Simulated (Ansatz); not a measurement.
# What a change does: single-point calculation on WSe

System: WSe (Pm-3m, 2 atoms in the cell).
Method of the first run: DFT r2SCAN+U, scalar-relativistic, plane waves, PAW, Ueff = 6.2 eV on W d, no spin polarisation (Ansatz 0.2.0).

The structure was built on a prototype by a generator; it need not be a known phase. Text and figures count atoms from 1; the logs count them from 0 in places.

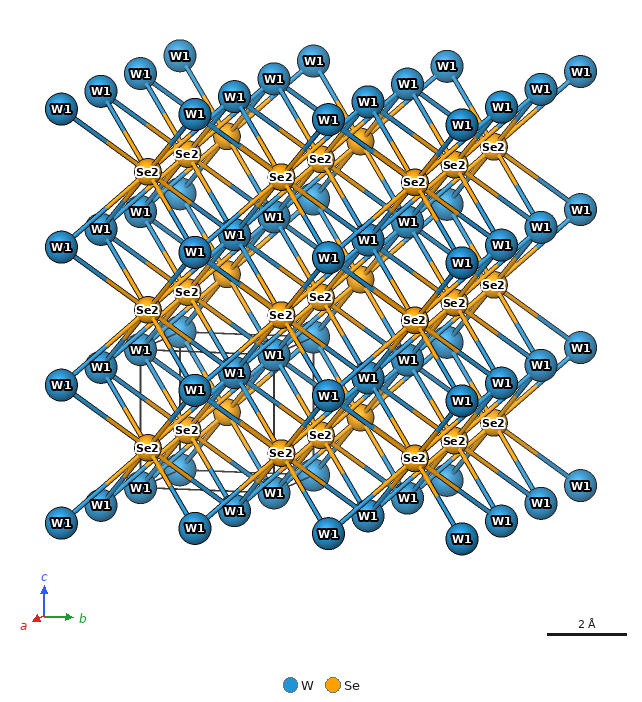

Fig. 1: The structure as given in the input (ball-and-stick view of the cell of the calculation, repeated 3 × 3 × 3, seen slightly off an axis; atoms are numbered from 1 in the order of the input). An atom can appear more than once, as a periodic image.

Input file, the first run:
```yaml
crystal:
  lattice:
    - [3.5370995249, 0.0, 0.0]
    - [0.0, 3.5370995249, 0.0]
    - [0.0, 0.0, 3.5370995249]
  atoms:
    - { symbol: W, position: [0.0, 0.0, 0.0] }
    - { symbol: Se, position: [0.5, 0.5, 0.5] }
basis:
  ecutwfc: 500
kpoints:
  mp_grid: { grid: [12, 12, 12] }
hamiltonian:
  xc: r2scan
  hubbard: { sites: [{ species: W, l: d, u_eff: 6.2 }] }
scf:
  occupations: { method: gaussian, width: 0.1 }
output:
  forces: true
  stress: true
  eigenvalues: true
```

Command:
```bash
ansatz run input.yaml --threads 1 --pin off --max-ram 2560MiB --backend cpu --events-out ev --progress --plain --runs-dir out
```

Hardware: 1 thread of Intel Xeon @ 2.50GHz (Skylake/Cascade Lake), 189 GiB of memory available, shared host.

Output, shortened to warnings, some set-up lines, iterations and results (the first run):
```
Basis set: ecut = 500 eV, 1141 PW (Γ), exchange–correlation on 108×108×108 points (64 copies of the dense FFT grid, shifted against one another)
Symmetry: 48 space group operations
k-points: 84 of 1728
Initial density: superposition of atomic densities (chi_scale 0.1, normalization cell, long waves kept (reshape's long-wave potential 0.00 eV rms))
[...]
SCF iter   1: F=—  HF=-15864.223531 eV  |F-HF|=—  |Δ(HF+E_count)|=         —  Δρ=2.55e-2  dr2=2.94e-1  dr2_τ=6.94e-3  ethr=9.83e-4  ⟨swp⟩=1.0  Hψ=8617  notcnv=0
SCF iter   2: F=—  HF=-15864.583387 eV  |F-HF|=—  |Δ(HF+E_count)|=   3.60e-1  Δρ=2.24e-2  dr2=1.10e-1  dr2_τ=1.47e-2  ethr=9.80e-4  ⟨swp⟩=2.0  Hψ=2191  notcnv=0
SCF iter   3: F=—  HF=-15865.319158 eV  |F-HF|=—  |Δ(HF+E_count)|=   7.36e-1  Δρ=3.91e-2  dr2=2.03e-1  dr2_τ=2.29e-2  ethr=3.66e-4  ⟨swp⟩=2.0  Hψ=2601  notcnv=0  defer=9  …
SCF iter   4: F=—  HF=-15865.086052 eV  |F-HF|=—  |Δ(HF+E_count)|=   2.33e-1  Δρ=3.14e-2  dr2=1.32e-1  dr2_τ=1.63e-2  ethr=3.66e-4  ⟨swp⟩=1.1  Hψ=1878  notcnv=0  defer=3
SCF iter   5: F=—  HF=-15866.010187 eV  |F-HF|=—  |Δ(HF+E_count)|=   9.24e-1  Δρ=4.76e-2  dr2=3.12e-1  dr2_τ=2.91e-2  ethr=3.66e-4  ⟨swp⟩=2.4  Hψ=2657  notcnv=0  defer=3
[...]
SCF 1 converged in 26 iterations: F = -15864.074746 eV  dr2 = 1.44e-8
[...]
SCF iter   4: F=—  HF=-15867.713941 eV  |F-HF|=—  |Δ(HF+E_count)|=   6.19e-4  Δρ=9.13e-4  dr2=1.92e-4  dr2_τ=1.51e-5  ethr=4.81e-6  ⟨swp⟩=2.2  Hψ=3133  notcnv=0  defer=31
SCF iter   5: F=—  HF=-15867.714085 eV  |F-HF|=—  |Δ(HF+E_count)|=   1.43e-4  Δρ=1.69e-4  dr2=1.20e-5  dr2_τ=6.61e-7  ethr=6.40e-7  ⟨swp⟩=2.8  Hψ=2962  notcnv=0  defer=31
SCF iter   6: F=—  HF=-15867.714094 eV  |F-HF|=—  |Δ(HF+E_count)|=   9.18e-6  Δρ=3.45e-5  dr2=3.81e-7  dr2_τ=1.80e-8  ethr=4.01e-8  ⟨swp⟩=2.0  Hψ=2218  notcnv=0  defer=31
SCF iter   7: F=-15867.714094 eV  HF=-15867.714094 eV  |F-HF|=3.06e-8  |Δ(HF+E_count)|=   2.05e-7  Δρ=8.17e-6  dr2=2.49e-8  dr2_τ=6.55e-10  ethr=3.33e-10  ⟨swp⟩=7.6  Hψ=8385  …
SCF 2 converged in 7 iterations: F = -15867.714094 eV  dr2 = 2.49e-8
The result is that of the SCF that stage 1 started: 3.6 eV lower in free energy than the state whose close was followed first; 26 iterations were spent on what was left
SCF converged after 7 iterations
Free energy (F): -15867.714094 eV
Harris-Foulkes:  -15867.714094 eV  (|F-HF|=3.06e-8)
Internal energy: -15867.714003 eV  (E = F + TS)
E sigma→0 (E₀):  -15867.714049 eV
Entropy (-TS):   -0.000091 eV (-0.045 meV/atom)
Fermi energy:    12.517123 eV
--- Per-component energies (eV) ---
  E_band       = -550.777678
  E_kinetic    = 566.341239
  E_local      = -3030.230883  (includes V_loc(G=0)·N_el)
  E_nonlocal   = -590.086457
  E_hartree    = 1390.881749
  E_xc         = -343.288425
  E_vxc        = -358.356352  (∫ρ·V_xc dr)
  E_hubbard    = 2.312125  (on-site DFT+U / exact-exchange correction)
  E_vhub       = -9.721111  (the Hubbard potential's part of the band-sum identity)
  E_paw        = -10519.531266  (= ΣΔE_a)
  E_vpaw       = 71.963927  (= ΣTr[D̂ρ^β])
  E_aug_tail   = -0.000256  (compensation charges beyond the density's cutoff)
  E_vtau       = 17.547561  (kinetic-family band-sum trace: ∫τ·v_τ [+ j·A + Jᵃ·Aᵃ] dr)
  E_ewald      = -3341.759112
  E_core_change = -2.352719  (= ΣΔE_core)
  E_smearing   = -0.000091  (= −TS)
  E_closure    = 0.000000  (closes the sum)
  Σ components = -15867.714094   (vs F -15867.714094, Δ=0.00e0)
--- Forces (eV/Å), atoms counted from 1 ---
  atom   1  W      0.00000000    -0.00000000     0.00000000
  atom   2  Se     0.00000000    -0.00000000     0.00000000
  max |Σ_I F_I| component: 3.62e-31 eV/Å
--- Stress (GPa, compression-positive) ---
       -8.425814       0.000000       0.000000
       -0.000000      -8.425814       0.000000
        0.000000      -0.000000      -8.425814
  P = ⅓ Tr σ = -8.4258 GPa (-84.258 kbar)
Occupation matrices written to [file]
```

The input of the second run differs as follows (lines with − go, lines with + come):
```diff
-    - [3.5370995249, 0.0, 0.0]
-    - [0.0, 3.5370995249, 0.0]
-    - [0.0, 0.0, 3.5370995249]
+    - [3.7377301953, 0.0, 0.0]
+    - [0.0, 3.7377301953, 0.0]
+    - [0.0, 0.0, 3.7377301953]
```

What does this change do to the results?

With the same functional and potentials, the second run lies 286.6 meV per atom higher. The pressure goes from −8.43 to −13.57 GPa. The volume per atom goes from 22.13 to 26.11 Å³. The plane waves at Γ go from 1141 to 1357.

Output, shortened to warnings, some set-up lines, iterations and results (the second run):
```
Basis set: ecut = 500 eV, 1357 PW (Γ), exchange–correlation on 120×120×120 points (64 copies of the dense FFT grid, shifted against one another)
Symmetry: 48 space group operations
k-points: 84 of 1728
Initial density: superposition of atomic densities (chi_scale 0.1, normalization cell, long waves kept (reshape's long-wave potential 0.00 eV rms))
[...]
SCF iter   1: F=—  HF=-15862.752411 eV  |F-HF|=—  |Δ(HF+E_count)|=         —  Δρ=2.69e-2  dr2=6.14e-1  dr2_τ=1.55e-2  ethr=2.05e-3  ⟨swp⟩=1.0  Hψ=8597  notcnv=0
SCF iter   2: F=—  HF=-15863.036394 eV  |F-HF|=—  |Δ(HF+E_count)|=   2.84e-1  Δρ=2.53e-2  dr2=1.62e-1  dr2_τ=2.85e-2  ethr=2.05e-3  ⟨swp⟩=2.0  Hψ=2093  notcnv=0
SCF iter   3: F=—  HF=-15864.123477 eV  |F-HF|=—  |Δ(HF+E_count)|=    1.09e0  Δρ=5.25e-2  dr2=4.42e-1  dr2_τ=6.30e-2  ethr=5.39e-4  ⟨swp⟩=2.0  Hψ=2534  notcnv=0  defer=6  …
SCF iter   4: F=—  HF=-15863.461674 eV  |F-HF|=—  |Δ(HF+E_count)|=   6.62e-1  Δρ=3.78e-2  dr2=2.41e-1  dr2_τ=3.36e-2  ethr=5.39e-4  ⟨swp⟩=1.9  Hψ=2023  notcnv=0  defer=1
SCF iter   5: F=—  HF=-15862.914551 eV  |F-HF|=—  |Δ(HF+E_count)|=   5.47e-1  Δρ=1.82e-2  dr2=1.27e-1  dr2_τ=8.39e-3  ethr=5.39e-4  ⟨swp⟩=2.0  Hψ=3454  notcnv=0
[...]
SCF 1 converged in 14 iterations: F = -15862.701510 eV  dr2 = 6.83e-10
[...]
SCF iter   5: F=—  HF=-15867.140974 eV  |F-HF|=—  |Δ(HF+E_count)|=   1.88e-4  Δρ=2.54e-4  dr2=3.56e-5  dr2_τ=9.58e-7  ethr=1.27e-6  ⟨swp⟩=2.0  Hψ=2841  notcnv=0  defer=225
SCF iter   6: F=—  HF=-15867.140989 eV  |F-HF|=—  |Δ(HF+E_count)|=   1.50e-5  Δρ=6.94e-5  dr2=2.32e-6  dr2_τ=3.70e-7  ethr=1.19e-7  ⟨swp⟩=2.0  Hψ=2149  notcnv=0  defer=225
SCF iter   7: F=—  HF=-15867.140992 eV  |F-HF|=—  |Δ(HF+E_count)|=   3.25e-6  Δρ=2.17e-5  dr2=2.62e-7  dr2_τ=5.96e-9  ethr=7.73e-9  ⟨swp⟩=2.0  Hψ=2187  notcnv=0  defer=225
SCF iter   8: F=-15867.140992 eV  HF=-15867.140992 eV  |F-HF|=2.34e-9  |Δ(HF+E_count)|=   1.46e-7  Δρ=2.10e-6  dr2=1.55e-9  dr2_τ=1.22e-10  ethr=3.33e-10  ⟨swp⟩=8.3  Hψ=8412  …
SCF 2 converged in 8 iterations: F = -15867.140992 eV  dr2 = 1.55e-9
The result is that of the SCF that stage 1 started: 4.4 eV lower in free energy than the state whose close was followed first; 14 iterations were spent on what was left
SCF converged after 8 iterations
Free energy (F): -15867.140992 eV
Harris-Foulkes:  -15867.140992 eV  (|F-HF|=2.34e-9)
Internal energy: -15867.140818 eV  (E = F + TS)
E sigma→0 (E₀):  -15867.140905 eV
Entropy (-TS):   -0.000174 eV (-0.087 meV/atom)
Fermi energy:    9.855433 eV
--- Per-component energies (eV) ---
  E_band       = -625.504673
  E_kinetic    = 561.449073
  E_local      = -3309.878525  (includes V_loc(G=0)·N_el)
  E_nonlocal   = -589.649884
  E_hartree    = 1494.348566
  E_xc         = -340.726188
  E_vxc        = -354.727142  (∫ρ·V_xc dr)
  E_hubbard    = 1.760230  (on-site DFT+U / exact-exchange correction)
  E_vhub       = -10.391983  (the Hubbard potential's part of the band-sum identity)
  E_paw        = -10519.708076  (= ΣΔE_a)
  E_vpaw       = 71.531538  (= ΣTr[D̂ρ^β])
  E_aug_tail   = -0.000257  (compensation charges beyond the density's cutoff)
  E_vtau       = 17.465680  (kinetic-family band-sum trace: ∫τ·v_τ [+ j·A + Jᵃ·Aᵃ] dr)
  E_ewald      = -3162.383038
  E_core_change = -2.352719  (= ΣΔE_core)
  E_smearing   = -0.000174  (= −TS)
  E_closure    = -0.000000  (closes the sum)
  Σ components = -15867.140992   (vs F -15867.140992, Δ=0.00e0)
--- Forces (eV/Å), atoms counted from 1 ---
  atom   1  W     -0.00000000     0.00000000     0.00000000
  atom   2  Se     0.00000000     0.00000000     0.00000000
  max |Σ_I F_I| component: 6.57e-31 eV/Å
--- Stress (GPa, compression-positive) ---
      -13.569654       0.000000       0.000000
        0.000000     -13.569654       0.000000
        0.000000       0.000000     -13.569654
  P = ⅓ Tr σ = -13.5697 GPa (-135.697 kbar)
Occupation matrices written to [file]
```

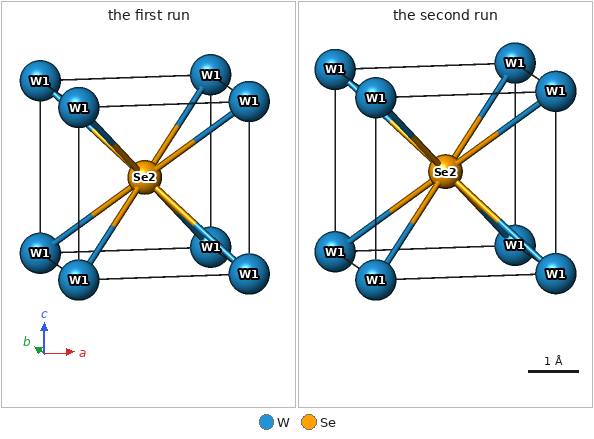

Fig. 2: The two input geometries at one scale (ball-and-stick view of the cell of the calculation, seen slightly off an axis). No atom moves by more than 0.005 Å relative to the cell. Cell: a = b = c 3.537 → 3.738 Å (+5.7 %). Volume +18.0 %. Among the contacts that change: W1–Se2 3.063 → 3.237 Å.

The two runs side by side:

| quantity | the first run | the second run |
| --- | --- | --- |
| outcome | converged | converged |
| free energy per atom (eV) | −7933.8570 | −7933.5705 |
| pressure (GPa) | −8.43 | −13.57 |
| volume per atom (Å³) | 22.13 | 26.11 |
| largest force (eV/Å) | 0.000 | 0.000 |
| irreducible k-points | 84 | 84 |
| plane waves at Γ | 1141 | 1357 |
| wall time (shared host) | 2.2 min | 2.1 min |

For both runs: Warnings: a screening estimate came out negative during mixing. Spin–orbit coupling is left out, which matters for W. For the first run: The cell is under a tension of 8.4 GPa at this level, so it is not at its equilibrium volume. For the second run: The cell is under a tension of 13.6 GPa at this level, so it is not at its equilibrium volume.
